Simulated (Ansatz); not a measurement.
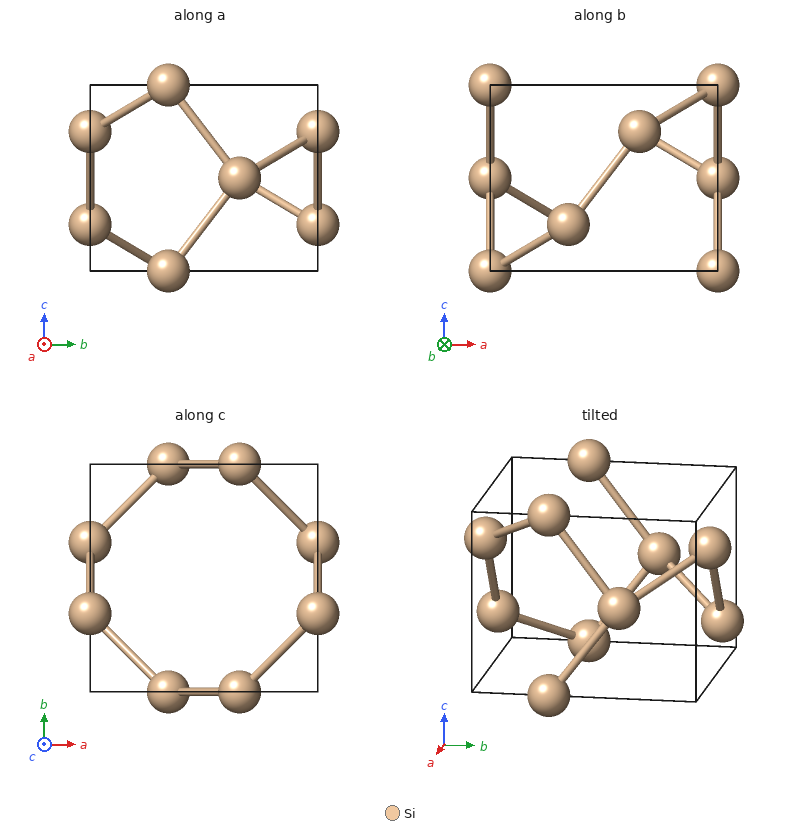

Ball-and-stick drawing of the structure, looking along the a axis, along the b axis, along the c axis and slightly off an axis. The lines enclose the conventional unit cell; boundary atoms appear with their images.

Lattice parameters: a = 4.586 Å, b = 4.586 Å, c = 3.742 Å, α = 90.00°, β = 90.00°, γ = 90.00°.

**Record the structure as a table of Wyckoff sites, with free fractional coordinates to two decimals.**

Space group P4_322 (No. 95).
```json
{"atom": "Si", "site": "4a", "x": "0.00", "y": "0.66", "z": "0.50"}
```

The structure comes from a structure type filled with this element by a generator (whether the element takes this form wasn't checked). A relaxation with DFT PBE, scalar-relativistic, plane waves, PAW (Ansatz 0.2.0) gave the geometry drawn.
